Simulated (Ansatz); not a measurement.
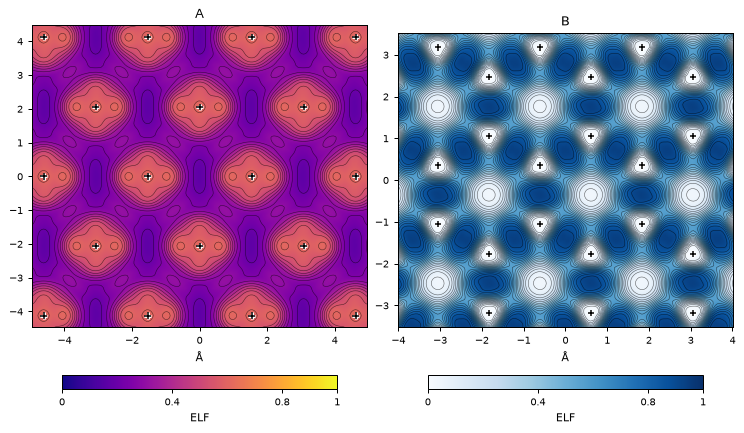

The ELF of 2 systems, each on a plane through atoms (crosses mark nuclei in the plane).

These are results of DFT LDA, scalar-relativistic, plane waves, PAW (Ansatz 0.2.0), not measurements.

System 1: C, the (001) plane of the conventional cell. Space group R-3m; PAW files of the earlier set (soft_1).

```
C
1.0
     2.44448    0.00000    0.00000
    -1.22224    2.11698    0.00000
     0.00000    0.00000   33.16579
C
12
Direct
  0.00000 0.00000 0.05021
  0.66667 0.33333 0.38354
  0.33333 0.66667 0.71688
  0.66667 0.33333 0.28312
  0.33333 0.66667 0.61646
  0.00000 0.00000 0.94979
  0.00000 0.00000 0.28310
  0.66667 0.33333 0.61644
  0.33333 0.66667 0.94977
  0.66667 0.33333 0.05023
  0.33333 0.66667 0.38356
  0.00000 0.00000 0.71690
```

System 2: Pt, the (011) plane of the conventional cell. Space group I4/mmm; computed pressure about 58 GPa in this cell; PAW files of the earlier set (soft_1).

```
Pt
1.0
     2.17708   -2.17708    0.00000
     2.17708    2.17708    0.00000
     0.00000    0.00000    2.73964
Pt
2
Direct
  0.00000 0.00000 0.00000
  0.50000 0.50000 0.50000
```

Q: Match each panel to its system.

A: Panel A is system 2, Pt: the plane holds Pt. Pt–Pt (2.57 Å): the ELF is about 0.30 at the midpoint; no localised pair shows between them. Panel B is system 1, C: the plane holds C. C–C (1.41 Å): the ELF peaks at about 0.95 between the atoms.
